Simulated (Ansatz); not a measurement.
## Geometry relaxation, with input and output: Mo (part 3 of 3)

Continued. System: Mo (defect cell, 31 atoms in the cell). Method: DFT PBEsol, scalar-relativistic, plane waves, PAW, no spin polarisation (Ansatz 0.2.0); cutoff 420 eV, 4×4×4 k-mesh, Gaussian smearing of 0.1 eV. The structure derives from a Materials Project entry. It belongs to a series of runs on one base structure; here: Mo vacancy (site a), charge +0, atoms relaxed at the host's cell.

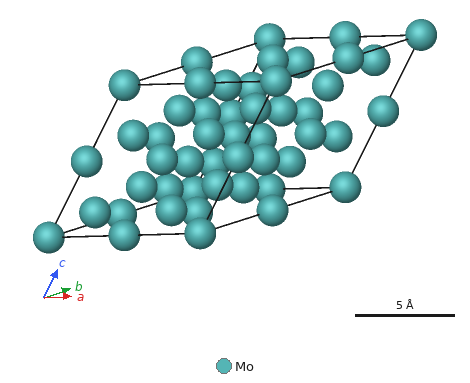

**Figure 1.** The geometry at step 3 of the log (spheres-only view of the cell of the calculation, seen at an oblique angle).

The program's output, continued
```
  k-point 7: bands = ["-40.5095", "-40.4668", "-40.4668", "-40.4358", "-40.3805", "-40.3805", "-40.3631", "-40.3526", "-40.3404", "-40.3256", ... 51 levels left out ..., "-14.5746", "-14.5746", "-14.5218", "-14.5096", "-14.5096", "-14.4700", "-14.4635", "-14.4544", "-14.4376", "-14.4376", "-14.4193", "-14.4193", "-14.4077", "-14.3938", "-14.3811", "-14.3609", "-14.3546", "-14.3459", "-14.3459", "-14.3384", "-14.3233", "-14.3233", "-14.2934", "-14.2751", "-14.2631", "-14.2631", "-14.2625", "-14.1976", "-14.1976",
      "-14.1535", "-14.1515", "-14.1515", "-14.1325", "-14.1288", "-14.1201", "-14.0358", "-14.0358", "-14.0291", "-14.0276", "-13.9923", "-13.9923", "-13.9899", "-13.9835", "-13.9488", "-13.9488", "-13.9373", "-13.9339", "-13.9275", "-13.9275", "-13.9221", "-13.9171", "-13.9171", "-13.9053", "-13.9016", "-13.8913", "-13.8698", "-13.8372", "-13.8336", "-13.8336", "-13.8181", "-13.8181", "-13.8156", "-13.8016", "14.8388", "14.8937", "14.8937", "15.1186", "15.7586", "15.7631",
      "15.7631", "15.8533", "15.9982", "15.9982", "16.0361", "16.0699", "16.2118", "16.2136", "16.2136", "16.2303", "16.2428", "16.2679", "16.2764", "16.2764", "16.2948", "16.2948", "16.3616", "16.4356", "16.4390", "16.4390", "16.4546", "16.4965", "16.5489", "16.5489", "16.6669", "16.7334", "16.7334", "16.8875", "17.0581", "17.0924", "17.4440", "17.4730", "17.4730", "17.4940", "17.5325", "17.5325", "17.5481", "17.6491", "17.7600", "17.7600",
      "17.8070", "17.8193", "17.8941", "17.9043", "17.9043", "17.9183", "17.9570", "18.1907", "18.2620", "18.2620", "18.3055", "18.3055", "18.5223", "18.6361", "18.7270", "18.7270", "18.7537", "18.7650", "18.8083", "18.8926", "18.8926", "19.0805", "19.0834", "19.0906", "19.1152", "19.1152", "19.1641", "19.2211", "19.2211", "19.2335", "19.3243", "19.3498", "19.3498", "19.3948", "19.4673", "19.4673", "19.5227", "19.5430", "19.6576", "19.7160",
      "19.7160", "19.7663", "19.9935", "20.0177", "20.1321", "20.1321", "20.7415", "20.8377", "20.8377", "20.8533", "20.9752", "20.9937", "21.0627", "21.0627", "21.2163", "21.2163", "21.2294", "21.2845", "21.3820", "21.4409", "21.4409", "21.4461", "21.5154", "21.5246", "21.5899", "21.5899", "21.5952", "21.5952", "21.7199", "21.7412", "21.7412", "21.8042", "21.8261", "21.8644", "21.9715", "22.3423", "22.3423", "22.3955", "22.5612", "22.5612",
      "22.5708", "22.6858", "22.6866", "22.6898", "22.7831", "22.7831", "22.8055", "22.8055", "22.8175", "22.9642", "22.9770"]
--- Relaxed structure (4 steps of the walk, 3 accepted, 0 SCFs on fresh bases) ---
  F+E_penalty+E_count = -151818.49217373 eV   max|allowed force component| = 5.735e-3 eV/Å
  atoms:
    - { symbol: Mo, position: [0.875, 0.375, 0.375] }
    - { symbol: Mo, position: [0.7506750670512461, 0.2506750670512461, 0.7506750670512461] }
    - { symbol: Mo, position: [0.7506750670512461, 0.25067506705124615, 0.2479747988462616] }
    - { symbol: Mo, position: [0.6249999999999999, 0.1250000000000001, 0.6249999999999999] }
    - { symbol: Mo, position: [0.6274340873849472, 0.12743408738494721, 0.12256591261505279] }
    - { symbol: Mo, position: [0.49962913416572086, -0.00037086583427914377, 0.49962913416572086] }
    - { symbol: Mo, position: [0.49962913416572086, -0.000370865834279116, 0.001112597502837348] }
    - { symbol: Mo, position: [0.875, 0.875, 0.875] }
    - { symbol: Mo, position: [0.875, 0.875, 0.375] }
    - { symbol: Mo, position: [0.7506750670512461, 0.7479747988462615, 0.7506750670512461] }
    - { symbol: Mo, position: [0.7488874024971627, 0.7503708658342791, 0.25037086583427903] }
    - { symbol: Mo, position: [0.6274340873849471, 0.6225659126150527, 0.6274340873849471] }
    - { symbol: Mo, position: [0.6274340873849471, 0.6225659126150527, 0.1225659126150529] }
    - { symbol: Mo, position: [0.49962913416572086, 0.5011125975028372, 0.49962913416572086] }
    - { symbol: Mo, position: [0.375, 0.375, 0.875] }
    - { symbol: Mo, position: [0.5020252011537383, 0.4993249329487539, -0.0006750670512461476] }
    - { symbol: Mo, position: [0.375, 0.375, 0.375] }
    - { symbol: Mo, position: [0.2479747988462616, 0.25067506705124615, 0.7506750670512461] }
    - { symbol: Mo, position: [0.2503708658342791, 0.24888740249716262, 0.2503708658342791] }
    - { symbol: Mo, position: [0.12256591261505279, 0.12743408738494721, 0.6274340873849472] }
    - { symbol: Mo, position: [0.12256591261505281, 0.12743408738494716, 0.12256591261505281] }
    - { symbol: Mo, position: [0.001112597502837348, -0.000370865834279116, 0.49962913416572086] }
    - { symbol: Mo, position: [-0.0006750670512461275, 0.0020252011537383817, -0.0006750670512461272] }
    - { symbol: Mo, position: [0.375, 0.875, 0.875] }
    - { symbol: Mo, position: [0.375, 0.875, 0.375] }
    - { symbol: Mo, position: [0.25037086583427903, 0.7503708658342791, 0.7488874024971627] }
    - { symbol: Mo, position: [0.2503708658342791, 0.7503708658342789, 0.2503708658342791] }
    - { symbol: Mo, position: [0.1225659126150529, 0.6225659126150527, 0.6274340873849471] }
    - { symbol: Mo, position: [0.12499999999999999, 0.625, 0.12499999999999999] }
    - { symbol: Mo, position: [-0.0006750670512461476, 0.4993249329487539, 0.5020252011537383] }
    - { symbol: Mo, position: [-0.0006750670512461274, 0.49932493294875385, -0.0006750670512461274] }
```

Trajectory as extended XYZ (Å, eV, eV/Å), 4 frames, from step=1 to step=4
```
31
Lattice="-6.2587 0.0000 -6.2587 -6.2587 6.2587 0.0000 0.0000 6.2587 -6.2587" Properties=species:S:1:pos:R:3:forces:R:3 step=1 energy=-151818.43710
Mo   -7.8233    4.6940   -7.8233    0.0000   0.0000   0.0000
Mo   -6.2587    6.2587   -9.3880   -0.1266   0.1266  -0.1266
Mo   -6.2587    3.1293   -6.2587   -0.1266  -0.1266   0.1266
Mo   -4.6940    4.6940   -7.8233    0.0000   0.0000   0.0000
Mo   -4.6940    1.5647   -4.6940   -0.3993   0.0000   0.0000
Mo   -3.1293    3.1293   -6.2587    0.1031  -0.1031   0.1031
Mo   -3.1293    0.0000   -3.1293    0.1031   0.1031  -0.1031
Mo  -10.9527   10.9527  -10.9527    0.0000   0.0000   0.0000
Mo  -10.9527    7.8233   -7.8233    0.0000   0.0000   0.0000
Mo   -9.3880    9.3880   -9.3880    0.1266  -0.1266  -0.1266
Mo   -9.3880    6.2587   -6.2587    0.1031   0.1031   0.1031
Mo   -7.8233    7.8233   -7.8233    0.0000   0.0000  -0.3993
Mo   -7.8233    4.6940   -4.6940    0.0000  -0.3993   0.0000
Mo   -6.2587    6.2587   -6.2587   -0.1031   0.1031   0.1031
Mo   -4.6940    7.8233   -7.8233    0.0000   0.0000   0.0000
Mo   -6.2587    3.1293   -3.1293   -0.1266  -0.1266  -0.1266
Mo   -4.6940    4.6940   -4.6940    0.0000   0.0000   0.0000
Mo   -3.1293    6.2587   -6.2587    0.1266   0.1266   0.1266
Mo   -3.1293    3.1293   -3.1293    0.1031  -0.1031  -0.1031
Mo   -1.5647    4.6940   -4.6940    0.0000   0.3993   0.0000
Mo   -1.5647    1.5647   -1.5647    0.0000   0.0000   0.3993
Mo    0.0000    3.1293   -3.1293   -0.1031  -0.1031  -0.1031
Mo    0.0000    0.0000    0.0000   -0.1266   0.1266   0.1266
Mo   -7.8233   10.9527   -7.8233    0.0000   0.0000   0.0000
Mo   -7.8233    7.8233   -4.6940    0.0000   0.0000   0.0000
Mo   -6.2587    9.3880   -6.2587   -0.1031  -0.1031   0.1031
Mo   -6.2587    6.2587   -3.1293   -0.1031   0.1031  -0.1031
Mo   -4.6940    7.8233   -4.6940    0.3993   0.0000   0.0000
Mo   -4.6940    4.6940   -1.5647    0.0000   0.0000   0.0000
Mo   -3.1293    6.2587   -3.1293    0.1266   0.1266  -0.1266
Mo   -3.1293    3.1293    0.0000    0.1266  -0.1266   0.1266
31
Lattice="-6.2587 0.0000 -6.2587 -6.2587 6.2587 0.0000 0.0000 6.2587 -6.2587" Properties=species:S:1:pos:R:3:forces:R:3 step=2 energy=-151818.40316 accepted=F
Mo   -7.8233    4.6940   -7.8233    0.0000   0.0000   0.0000
Mo   -6.2782    6.2782   -9.4075    0.2000  -0.2000   0.2000
Mo   -6.2782    3.1099   -6.2392    0.2000   0.2000  -0.2000
Mo   -4.6940    4.6940   -7.8233    0.0000   0.0000   0.0000
Mo   -4.7510    1.5647   -4.6940    0.3302   0.0000   0.0000
Mo   -3.1121    3.1121   -6.2415   -0.2410   0.2410  -0.2410
Mo   -3.1121    0.0172   -3.1466   -0.2410  -0.2410   0.2410
Mo  -10.9527   10.9527  -10.9527    0.0000   0.0000   0.0000
Mo  -10.9527    7.8233   -7.8233    0.0000   0.0000   0.0000
Mo   -9.3685    9.3685   -9.4075   -0.2000   0.2000   0.2000
Mo   -9.3708    6.2759   -6.2415   -0.2410  -0.2410  -0.2410
Mo   -7.8233    7.8233   -7.8803    0.0000   0.0000   0.3302
Mo   -7.8233    4.6371   -4.6940    0.0000   0.3302   0.0000
Mo   -6.2759    6.2759   -6.2415    0.2410  -0.2410  -0.2410
Mo   -4.6940    7.8233   -7.8233    0.0000   0.0000   0.0000
Mo   -6.2782    3.1099   -3.1488    0.2000   0.2000   0.2000
Mo   -4.6940    4.6940   -4.6940    0.0000   0.0000   0.0000
Mo   -3.1099    6.2782   -6.2392   -0.2000  -0.2000  -0.2000
Mo   -3.1121    3.1121   -3.1466   -0.2410   0.2410   0.2410
Mo   -1.5647    4.7510   -4.6940    0.0000  -0.3302   0.0000
Mo   -1.5647    1.5647   -1.5077    0.0000   0.0000  -0.3302
Mo   -0.0172    3.1121   -3.1466    0.2410   0.2410   0.2410
Mo   -0.0195    0.0195    0.0195    0.2000  -0.2000  -0.2000
Mo   -7.8233   10.9527   -7.8233    0.0000   0.0000   0.0000
Mo   -7.8233    7.8233   -4.6940    0.0000   0.0000   0.0000
Mo   -6.2759    9.3708   -6.2415    0.2410   0.2410  -0.2410
Mo   -6.2759    6.2759   -3.1466    0.2410  -0.2410   0.2410
Mo   -4.6371    7.8233   -4.6940   -0.3302   0.0000   0.0000
Mo   -4.6940    4.6940   -1.5647    0.0000   0.0000   0.0000
Mo   -3.1099    6.2782   -3.1488   -0.2000  -0.2000   0.2000
Mo   -3.1099    3.1099    0.0195   -0.2000   0.2000  -0.2000
31
Lattice="-6.2587 0.0000 -6.2587 -6.2587 6.2587 0.0000 0.0000 6.2587 -6.2587" Properties=species:S:1:pos:R:3:forces:R:3 step=3 energy=-151818.49157
Mo   -7.8233    4.6940   -7.8233    0.0000   0.0000   0.0000
Mo   -6.2653    6.2653   -9.3946   -0.0201   0.0201  -0.0201
Mo   -6.2653    3.1227   -6.2521   -0.0201  -0.0201   0.0201
Mo   -4.6940    4.6940   -7.8233    0.0000   0.0000   0.0000
Mo   -4.7218    1.5647   -4.6940   -0.0373   0.0000   0.0000
Mo   -3.1243    3.1243   -6.2537    0.0039  -0.0039   0.0039
Mo   -3.1243    0.0050   -3.1343    0.0039   0.0039  -0.0039
Mo  -10.9527   10.9527  -10.9527    0.0000   0.0000   0.0000
Mo  -10.9527    7.8233   -7.8233    0.0000   0.0000   0.0000
Mo   -9.3814    9.3814   -9.3946    0.0201  -0.0201  -0.0201
Mo   -9.3830    6.2637   -6.2537    0.0039   0.0039   0.0039
Mo   -7.8233    7.8233   -7.8511    0.0000   0.0000  -0.0373
Mo   -7.8233    4.6662   -4.6940    0.0000  -0.0373   0.0000
Mo   -6.2637    6.2637   -6.2537   -0.0039   0.0039   0.0039
Mo   -4.6940    7.8233   -7.8233    0.0000   0.0000   0.0000
Mo   -6.2653    3.1227   -3.1359   -0.0201  -0.0201  -0.0201
Mo   -4.6940    4.6940   -4.6940    0.0000   0.0000   0.0000
Mo   -3.1227    6.2653   -6.2521    0.0201   0.0201   0.0201
Mo   -3.1243    3.1243   -3.1343    0.0039  -0.0039  -0.0039
Mo   -1.5647    4.7218   -4.6940    0.0000   0.0373   0.0000
Mo   -1.5647    1.5647   -1.5369    0.0000   0.0000   0.0373
Mo   -0.0050    3.1243   -3.1343   -0.0039  -0.0039  -0.0039
Mo   -0.0066    0.0066    0.0066   -0.0201   0.0201   0.0201
Mo   -7.8233   10.9527   -7.8233    0.0000   0.0000   0.0000
Mo   -7.8233    7.8233   -4.6940    0.0000   0.0000   0.0000
Mo   -6.2637    9.3830   -6.2537   -0.0039  -0.0039   0.0039
Mo   -6.2637    6.2637   -3.1343   -0.0039   0.0039  -0.0039
Mo   -4.6662    7.8233   -4.6940    0.0373   0.0000   0.0000
Mo   -4.6940    4.6940   -1.5647    0.0000   0.0000   0.0000
Mo   -3.1227    6.2653   -3.1359    0.0201   0.0201  -0.0201
Mo   -3.1227    3.1227    0.0066    0.0201  -0.0201   0.0201
31
Lattice="-6.2587 0.0000 -6.2587 -6.2587 6.2587 0.0000 0.0000 6.2587 -6.2587" Properties=species:S:1:pos:R:3:forces:R:3 step=4 energy=-151818.49217
Mo   -7.8233    4.6940   -7.8233    0.0000   0.0000   0.0000
Mo   -6.2671    6.2671   -9.3965    0.0053  -0.0053   0.0053
Mo   -6.2671    3.1209   -6.2502    0.0053   0.0053  -0.0053
Mo   -4.6940    4.6940   -7.8233    0.0000   0.0000   0.0000
Mo   -4.7245    1.5647   -4.6940   -0.0011   0.0000   0.0000
Mo   -3.1247    3.1247   -6.2540    0.0057  -0.0057   0.0057
Mo   -3.1247    0.0046   -3.1340    0.0057   0.0057  -0.0057
Mo  -10.9527   10.9527  -10.9527    0.0000   0.0000   0.0000
Mo  -10.9527    7.8233   -7.8233    0.0000   0.0000   0.0000
Mo   -9.3796    9.3796   -9.3965   -0.0053   0.0053   0.0053
Mo   -9.3834    6.2633   -6.2540    0.0057   0.0057   0.0057
Mo   -7.8233    7.8233   -7.8538    0.0000   0.0000  -0.0011
Mo   -7.8233    4.6635   -4.6940    0.0000  -0.0011   0.0000
Mo   -6.2633    6.2633   -6.2540   -0.0057   0.0057   0.0057
Mo   -4.6940    7.8233   -7.8233    0.0000   0.0000   0.0000
Mo   -6.2671    3.1209   -3.1378    0.0053   0.0053   0.0053
Mo   -4.6940    4.6940   -4.6940    0.0000   0.0000   0.0000
Mo   -3.1209    6.2671   -6.2502   -0.0053  -0.0053  -0.0053
Mo   -3.1247    3.1247   -3.1340    0.0057  -0.0057  -0.0057
Mo   -1.5647    4.7245   -4.6940    0.0000   0.0011   0.0000
Mo   -1.5647    1.5647   -1.5342    0.0000   0.0000   0.0011
Mo   -0.0046    3.1247   -3.1340   -0.0057  -0.0057  -0.0057
Mo   -0.0084    0.0084    0.0084    0.0053  -0.0053  -0.0053
Mo   -7.8233   10.9527   -7.8233    0.0000   0.0000   0.0000
Mo   -7.8233    7.8233   -4.6940    0.0000   0.0000   0.0000
Mo   -6.2633    9.3834   -6.2540   -0.0057  -0.0057   0.0057
Mo   -6.2633    6.2633   -3.1340   -0.0057   0.0057  -0.0057
Mo   -4.6635    7.8233   -4.6940    0.0011   0.0000   0.0000
Mo   -4.6940    4.6940   -1.5647    0.0000   0.0000   0.0000
Mo   -3.1209    6.2671   -3.1378   -0.0053  -0.0053   0.0053
Mo   -3.1209    3.1209    0.0084   -0.0053   0.0053  -0.0053
```

Key numbers

| quantity | value |
| --- | --- |
| outcome | converged |
| electrons treated | 434 |
| free energy | −151818.4922 eV |
| Fermi energy | 20.562 eV |
| gap on the k-point mesh | none (metallic) |
| final volume | 490.32 Å³ |
| largest force (length of the vector) at the end | 0.010 eV/Å |
| hardware | 4 threads of AMD EPYC (Zen 3), 64 GiB of memory available, shared host |
| wall time | 1.8 min (CPU time 6.8 min) |
| peak memory | 2.8 GiB |
